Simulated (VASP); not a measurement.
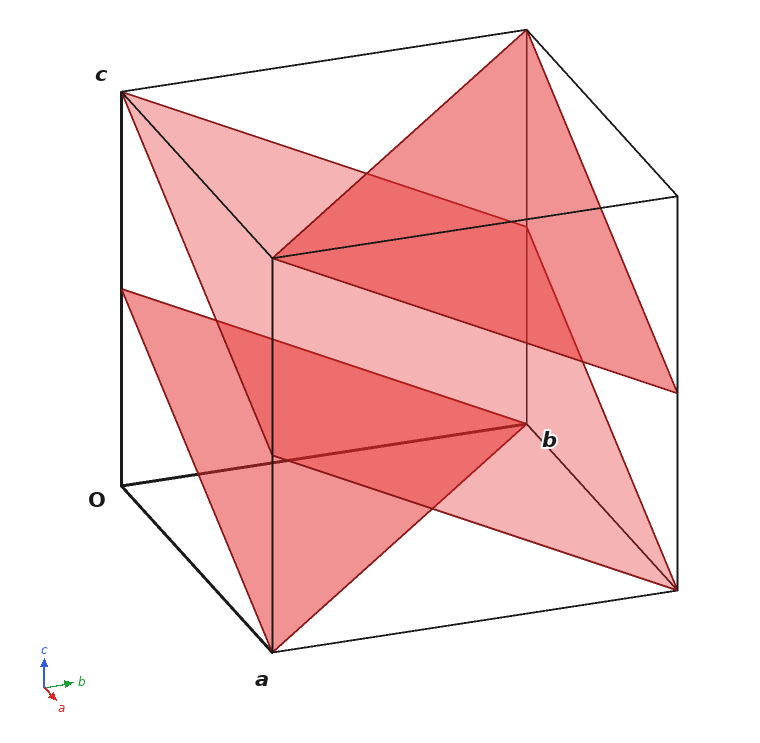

Crystal: Si₂Ni, an entry of the Crystallography Open Database, as set up for an electronic-structure calculation. Every member of one family of equally spaced planes, hx + ky + lz = a whole number, that cuts the unit cell is shaded (one member passes through the origin O, touching the cell only at an edge or corner). Symmetry computed with spglib at a tolerance of 0.002 Å; standard conventional cell.

a = 5.406 Å, b = 5.406 Å, c = 5.406 Å, α = 90.00°, β = 90.00°, γ = 90.00°.

**Which (hkl) family is drawn?**

(1 1 2); the opposite sign names the same planes. The member next to the origin meets the axes a at 1, b at 1, c at 1/2.

**What is the spacing?**

d = 2.207 Å.
